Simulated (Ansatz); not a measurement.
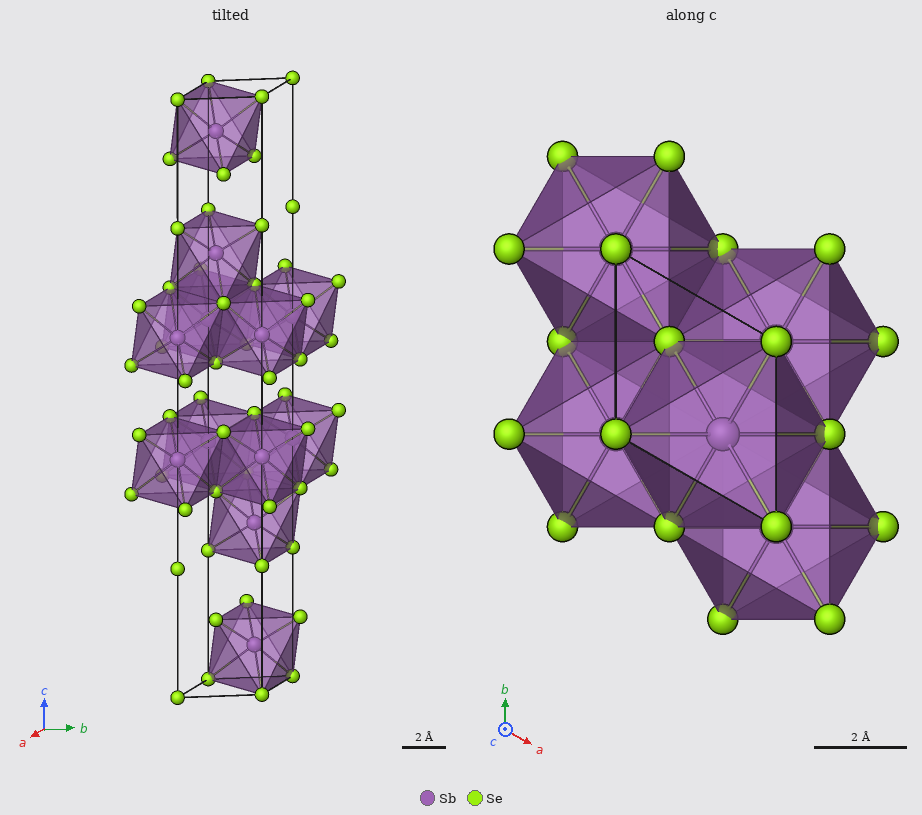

This polyhedral model is shown slightly off an axis and along the c axis. The lines enclose the conventional unit cell; boundary atoms appear with their images. Some neighbours outside the box are added.

Sb₂Se₃, space group R-3m (No. 166), a = 4.026 Å, b = 4.026 Å, c = 28.991 Å, α = 90.00°, β = 90.00°, γ = 120.00°. It goes back to a structure type filled with these elements by a generator (whether the compound takes this form wasn't checked). Earlier steps of the study may have refined or changed the cell and positions. It went into a calculation with Ansatz.

This one geometry was computed with Ansatz (DFT, plane waves, PAW) at five levels of theory: LDA, PBE0, r2SCAN, PBE with spin-orbit coupling and HSE06.

### Which level gives the highest pressure at this volume, and what does that say about its equilibrium volume?

Highest: PBE with spin-orbit coupling (2.2 GPa), which points to the largest equilibrium volume. Lowest, with the smallest volume: LDA (-2.1 GPa). Levels within 0.5 GPa of each other can't be told apart.

### How does the band gap change with the level of theory?

LDA: a gap of 0.08 eV, direct; PBE with spin-orbit coupling: a gap of 0.10 eV, direct; r2SCAN: a gap of 0.17 eV, direct; HSE06: a gap of 0.30 eV, direct; PBE0: a gap of 0.78 eV, direct.

### Collect the results in a table.

| level | cutoff (eV) | k-mesh of the run's cell | gap (eV) | pressure (GPa) |
| --- | --- | --- | --- | --- |
| LDA | 420 | 8×8×8 | 0.08 | -2.1 |
| PBE0 | 420 | 4×4×4 | 0.78 | -0.1 |
| r2SCAN | 500 | 8×8×8 | 0.17 | 1.0 |
| PBE with spin-orbit coupling | 420 | 8×8×8 | 0.10 | 2.2 |
| HSE06 | 420 | 4×4×4 | 0.30 | -0.1 |

Gaps are taken on the k-mesh or band path of each run.
